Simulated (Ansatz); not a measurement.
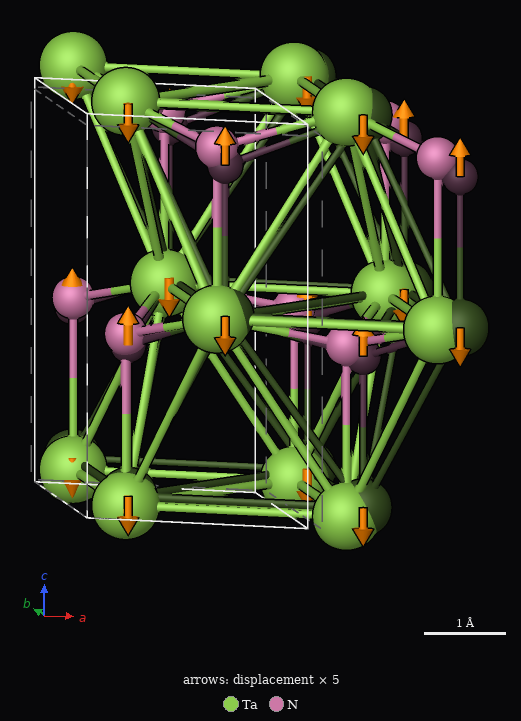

A symmetric starting cell of TaN, drawn pale, and a changed version of it, drawn solid. The orange arrows show how the atoms are displaced (without the part that the change of the cell carries along), magnified 5 times. Besides, the cell is strained by +2.9 % along c and −6.1 % across it (volume −9.2 %). The picture is a ball-and-stick view of the cell of the calculation, repeated 2 × 2 × 1 with one cell outlined, seen slightly off an axis.

Theory: DFT PBEsol, scalar-relativistic, plane waves, PAW (Ansatz 0.2.0). (plane-wave cutoff 420 eV; k-point mesh 15 × 15 × 8; occupations gaussian; smearing width 0.1 eV; no spin polarisation)

> Describe the displacements and the computed response.

Atoms are displaced by 0.10 Å relative to the cell. No relaxation follows. The starting cell wasn't computed here and needn't be at equilibrium, so pressure and forces aren't due to the change alone. Among the bonded contacts that change: N–Ta 1.902 → 2.164 Å, Ta–Ta 3.050 → 2.865 Å, N–Ta 1.850 → 1.697 Å. The space group stays P6_3mc (No. 186). The pressure is 249.5 GPa (not all of it need come from the change, since the unchanged cell can be under pressure at this level too). The principal stresses (compression positive) are 84.5 GPa along c and 332.0 GPa across it. The largest forces, 8.4 eV/Å, act on Ta and N. The forces point straight back along the displacements (cosine −1.00).
